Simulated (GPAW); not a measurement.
# CdS (Hawleyite): optical spectrum from first principles

Wanted: where CdS (Hawleyite) starts to absorb, how strongly, and its refractive index.

Calculated with GPAW 26.7.0; DFT, LDA, plane-wave PAW (GPAW data sets), scalar-relativistic, RPA, optical limit.

**1. Set-up**

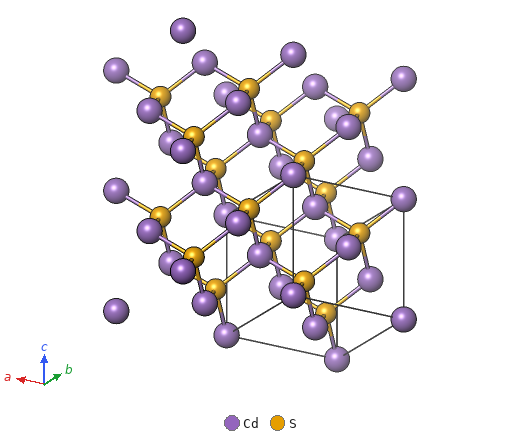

The starting structure, seen from a free direction (cadmium purple, sulfur orange). 2×1×2 cells are drawn. This picture shows the conventional cell, with its axes. Bonds to atoms that aren't drawn are left out. Some periodic images of atoms are drawn too.

Coordinates:

```xyz
2
Lattice="0.0000 2.9165 2.9165 2.9165 0.0000 2.9165 2.9165 2.9165 0.0000" Properties=species:S:1:pos:R:3 pbc="T T T"
Cd    0.0000    0.0000    0.0000
S     4.3748    4.3748    4.3748
```

**2. Bands for the response**

At the fixed density, many empty bands are solved on the mesh of the response, since the spectrum sums over them.

This step: DFT, LDA, plane-wave PAW (GPAW data sets), scalar-relativistic, bands at fixed density (GPAW 26.7.0).

File nscf.py:

```python
from ase.dft.bandgap import bandgap
from gpaw import GPAW, FermiDirac

calc = GPAW('gs.gpw').fixed_density(kpts={'size': (10, 10, 10), 'gamma': True}, nbands=53, convergence={'bands': 47},
                                    occupations=FermiDirac(0.001), txt='nscf.txt')
print('gap (eV)', bandgap(calc, output=None)[0])
print('direct gap (eV)', bandgap(calc, direct=True, output=None)[0])
print('top band over the Fermi level (eV)', min(calc.get_eigenvalues(kpt=k)[46] for k in range(len(calc.get_ibz_k_points()))) - calc.get_fermi_level())
calc.write('full.gpw', mode='all')
```

Command:

```bash
OMP_NUM_THREADS=1 python nscf.py
```

Numbers of over 12 decimals in the logs are rounded to 6 here.

The log of the run:

```text
Diagonalizing LCAO Hamiltonian
Converting LCAO to pw mode
convergence criteria:
- Maximum integral of absolute [eigenst]ate change: 4e-08 eV^2 / valence electron
maximum number of iterations: 150

SCF iterations
|iter     |      energy | eigst |  dens |
|iter:   1||             | +3.86 |       |
|iter:   2||             | +2.55 |       |
|iter:   3||             | +1.52 |       |
|iter:   4||             | +0.31 |       |
|iter:   5||             | -0.65 |       |
|iter:   6||             | -1.55 |       |
|iter:   7||             | -2.30 |       |
|iter:   8||             | -3.14 |       |
|iter:   9||             | -3.92 |       |
|iter:  10||             | -4.75 |       |
|iter:  11||             | -5.54 |       |
|iter:  12||             | -6.36 |       |
|iter:  13||             | -6.92 |       |
|iter:  14||             | -7.31 |       |
|iter:  15||             | -7.72c|       |
SCF steps: 15
  __  _  _
 | _ |_)|_||  |
 |__||  | ||/\| - 26.7.0

Versions:
  Python: 3.12.14
  ASE:    3.29.0
  Numpy:  2.5.5
  Scipy:  1.18.1
  Libxc:  7.0.0

Input parameters:
  mode=PW(ecut=500.0),
  convergence={'bands': 47},
  gpts=array([24, 24, 24]),
  kpts=MonkhorstPack(size=(10, 10, 10), gamma=True),
  maxiter=150,
  nbands=53,
  occupations=Occupations(name='fermi-dirac', width=0.001, fixmagmom=False),
  parallel={},
  xc=XC(name='LDA')

--- standard output ---
gap (eV) 0.846873
direct gap (eV) 0.846873
top band over the Fermi level (eV) 40.353337
```

Wall time 2.8 min (1 thread of Arm Neoverse N1, shared host); peak memory 0.21 GiB.

Read-outs, printed or worked out from the files:

```
gap on the k-mesh      : 0.8469 eV
direct gap on the mesh : 0.8469 eV
```

**3. Dielectric function, RPA**

Local fields let the induced charge screen the field inside the cell, which as a rule lowers ε, most along directions where the density is uneven.

This step: DFT, LDA, plane-wave PAW (GPAW data sets), scalar-relativistic, RPA, optical limit (GPAW 26.7.0).

File df.py:

```python
from gpaw.response.df import DielectricFunction

df = DielectricFunction('full.gpw', frequencies={'type': 'nonlinear', 'domega0': 0.03, 'omega2': 8},
                        ecut=50,
                        eta=0.15,
                        nbands=47,
                        txt='df.txt')
for direction in ['x']:
    df.get_dielectric_function(xc='RPA', direction=direction, filename=f'df_{direction}.csv')
```

Command:

```bash
OMP_NUM_THREADS=1 python df.py
```

The log of the run:

```text
Using integrator: PointIntegrator
NonLinearFrequencyDescriptor(from 0.000 to 57.067 eV, 482 points)
Nonperiodic BCs:  [False False False]
Using integrator: PointIntegrator
NonLinearFrequencyDescriptor(from 0.000 to 57.067 eV, 482 points)
Nonperiodic BCs:  [False False False]

Calculating chi0 body with:
    Ground state adapter containing:
    Number of spins: 1
    Number of kpoints: 1000
    Number of irreducible kpoints: 47
    Number of completely occupied states: 9
    Number of partially occupied states: 9

    Linear response parametrization:
    q_c: [0.0, 0.0, 0.0]
    Number of frequency points: 482
    Planewave cutoff: 50.0
    Number of bands: 47
    Number of planewaves: 51
    Broadening (eta): 0.15

Integrating chi0 body.

Symmetries of q_c:
    Direct symmetries (Uq -> q): 24
    Indirect symmetries (TUq -> q): 24
In total 48 allowed symmetries.

47 groups of equivalent kpoints. 95.3% reduction.

Integral kind: spectral function

Calculating chi0 optical extensions with:
    Ground state adapter containing:
    Number of spins: 1
    Number of kpoints: 1000
    Number of irreducible kpoints: 47
    Number of completely occupied states: 9
    Number of partially occupied states: 9

    Linear response parametrization:
    Number of frequency points: 482
    Planewave cutoff: 50.0
    Number of bands: 47
    Number of planewaves: 51
    Broadening (eta): 0.15
Integrating chi0 head and wings.

Symmetries of q_c:
    Direct symmetries (Uq -> q): 24
    Indirect symmetries (TUq -> q): 24
In total 48 allowed symmetries.

47 groups of equivalent kpoints. 95.3% reduction.

Integral kind: spectral function wings
```

Elapsed: 24 s, on 1 thread; peak memory 0.28 GiB.

This step gave:

```
electronic dielectric constant ε∞, mean over x, y and z (by symmetry where fewer were run) : 6.930
```

Some rows of df_x.csv (energy; Re and Im without local fields; Re and Im with them):

```text
0.000000, 7.561104, -0.000000, 6.930307, -0.000000
0.429336, 7.838045, 0.276143, 7.205474, 0.275606
0.878195, 7.030168, 2.158736, 6.376811, 2.179117
1.347938, 7.792630, 0.960427, 7.107794, 0.951539
1.840057, 6.763595, 1.666799, 6.024413, 1.660532
2.356191, 7.222147, 1.959170, 6.409423, 1.920887
2.898142, 7.452965, 3.268944, 6.564694, 3.166695
3.467895, 8.151526, 4.319998, 7.118620, 3.989586
4.067647, 5.505062, 5.925977, 4.605526, 5.592287
4.699832, 6.551444, 4.808993, 5.034595, 4.202558
5.367152, 6.328642, 7.070699, 4.686107, 5.585489
6.072622, 1.556972, 8.169689, 1.223233, 6.217927
6.819608, 1.718984, 7.228399, 1.632384, 4.588403
7.611886, -2.039964, 6.602765, -0.121116, 5.321690
8.453705, -2.800510, 3.494873, -1.664355, 3.963508
9.349861, -1.545585, 2.155188, -1.087862, 2.225279
10.305790, -0.733263, 1.721176, -0.394499, 1.582373
11.327680, -0.678867, 1.654346, -0.130238, 1.515844
12.422601, -0.499960, 1.150059, -0.091277, 1.197026
13.598673, 0.005984, 0.897756, 0.233768, 0.843721
```

The Im ε, E ∥ x has structure finer than the step of the table below, so its rows give means over 1 eV, whole bins alone (the curve runs from 0 to 14.0 eV). Peaks (eV: height): 0.8: 2.25, 1.6: 2.88, 3.6: 5.52, 4.1: 5.59, 5.8: 7.01, 7.5: 5.73.

Sum at mesh points, not converged in k; values under the direct gap are tails of Lorentzian lines. Im ε, E ∥ x against photon energy; means over each step:

| photon energy (eV) | Im ε, E ∥ x |
| --- | --- |
| 1 | 1.19 |
| 2 | 2.03 |
| 3 | 3.10 |
| 4 | 4.85 |
| 5 | 4.85 |
| 6 | 6.08 |
| 7 | 4.86 |
| 8 | 4.75 |
| 9 | 2.63 |
| 10 | 1.67 |
| 11 | 1.45 |
| 12 | 1.24 |
| 13 | 0.954 |

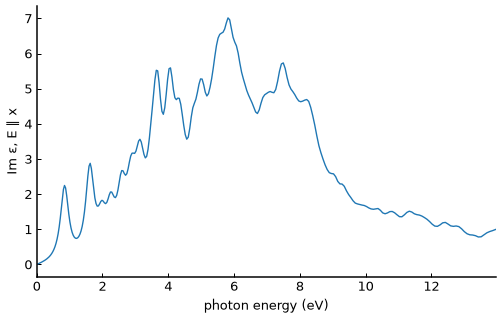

Im ε, E ∥ x against photon energy.

The reflectivity at normal incidence, E ∥ x has structure finer than the step of the table below, so its rows give means over 1 eV, whole bins alone (the curve runs from 0 to 14.0 eV). Peaks (eV: height): 0.7: 22.6, 1.6: 22.8, 3.6: 26.5, 5.9: 31.3, 8.5: 40.2, 11.9: 23.2.

Sum at mesh points, not converged in k. Reflectivity at normal incidence, E ∥ x against photon energy; means over each step:

```
photon energy (eV)  reflectivity at normal incidence, E ∥ x (%)
                 1                                         20.6
                 2                                         20.2
                 3                                         22.2
                 4                                         23.9
                 5                                         23.6
                 6                                         29.4
                 7                                         25.9
                 8                                         34.0
                 9                                         36.8
                10                                         28.9
                11                                         21.8
                12                                         21.1
                13                                         18.7
```

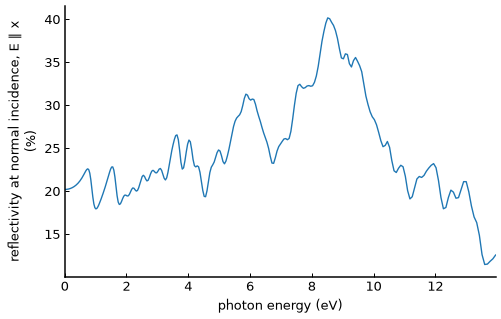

Reflectivity at normal incidence, E ∥ x against photon energy.

The Im ε, E ∥ x has structure finer than the step of the table below, so its rows give means over 1 eV, whole bins alone (the curve runs from 0 to 14.0 eV). Peaks (eV: height): without local fields 0.8: 2.23, 1.6: 2.87, 3.6: 5.86, 4.0: 5.97, 5.8: 9.28, 7.4: 7.92; with local fields 0.8: 2.25, 1.6: 2.88, 3.6: 5.52, 4.1: 5.59, 5.8: 7.01, 7.5: 5.73.

Sum at mesh points, not converged in k; values under the direct gap are tails of Lorentzian lines. Table of Im ε, E ∥ x by photon energy; means over each step:

| photon energy (eV) | without local fields | with local fields |
| --- | --- | --- |
| 1 | 1.19 | 1.19 |
| 2 | 2.05 | 2.03 |
| 3 | 3.24 | 3.10 |
| 4 | 5.14 | 4.85 |
| 5 | 5.78 | 4.85 |
| 6 | 8.04 | 6.08 |
| 7 | 7.20 | 4.86 |
| 8 | 5.28 | 4.75 |
| 9 | 2.50 | 2.63 |
| 10 | 1.77 | 1.67 |
| 11 | 1.63 | 1.45 |
| 12 | 1.22 | 1.24 |
| 13 | 0.896 | 0.954 |

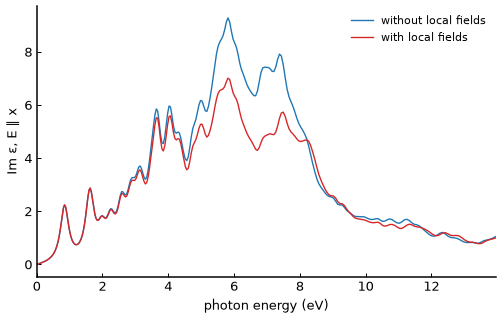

Im ε, E ∥ x against photon energy.

The loss function −Im 1/ε at q → 0, E ∥ x has structure finer than the step of the table below, so its rows give means over 1 eV, whole bins alone (the curve runs from 0 to 14.0 eV). Peaks (eV: height): 13.4: 1.26.

Sum at mesh points, not converged in k; values under the direct gap are tails of Lorentzian lines. Loss function −Im 1/ε at q → 0, E ∥ x against energy loss; means over each step:

```csv
energy loss (eV),"loss function −Im 1/ε at q → 0, E ∥ x"
1,0.0247
2,0.0452
3,0.0587
4,0.104
5,0.109
6,0.152
7,0.193
8,0.204
9,0.315
10,0.532
11,0.673
12,0.797
13,1.05
```

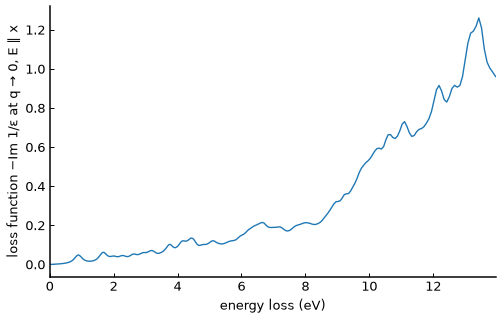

Loss function −Im 1/ε at q → 0, E ∥ x, plotted against energy loss.

At chosen wavelengths:

```csv
wavelength (nm),n,k,R (%),1/α
1550,2.73,0.374,22.3,330 nm
633,2.53,0.357,19.5,141 nm
532,2.55,0.386,20.0,110 nm
365,2.70,0.624,23.3,47 nm
308,2.52,1.106,25.9,22 nm
248,2.37,1.112,24.8,18 nm
193,1.71,1.423,27.0,11 nm
```

Below the direct gap, k and the depth come from the tails of the Lorentzian lines, not from transitions.

Rows near the edge hang on the gap, which this functional as a rule makes too small, and phonon-assisted absorption is left out.

**4. Results**

* electronic dielectric constant ε∞, mean over x, y and z (by symmetry where fewer were run) (RPA): 6.93

What this shows: At this level (LDA, RPA) CdS has ε∞ = 6.93 and n = 2.73 at 1550 nm. On the mesh the gap is 0.85 eV and the least direct gap 0.85 eV. Local fields change the static value along x from 7.56 to 6.93 (-8 %). Excitons and phonon-assisted transitions are missing; LDA gaps are as a rule too small, which pulls the onset down and ε∞ up. In this version of GPAW the matrix elements of the optical limit are incomplete, which can lower ε − 1 by up to a tenth where first-row anions or d states rule, and shift it by more in d metals. The sum runs over mesh points 0.19 Å⁻¹ apart with no interpolation, so peaks are partly noise of the mesh; over so small a direct gap single mesh points weigh heavily, so ε∞, n and their changes from run to run can be far off.

[Machine, clock and banner lines and Python warnings are left out of the logs.]

[Logs are printed without paths, hosts, clocks, repeated set-up lines and the standing remarks that a program may print on its own settings, such as how far it seeks lower states.]

[Hosts, paths, dates, database ids (printed as entryN), source tags and the programs' standing remarks are cut or masked in the printed files.]
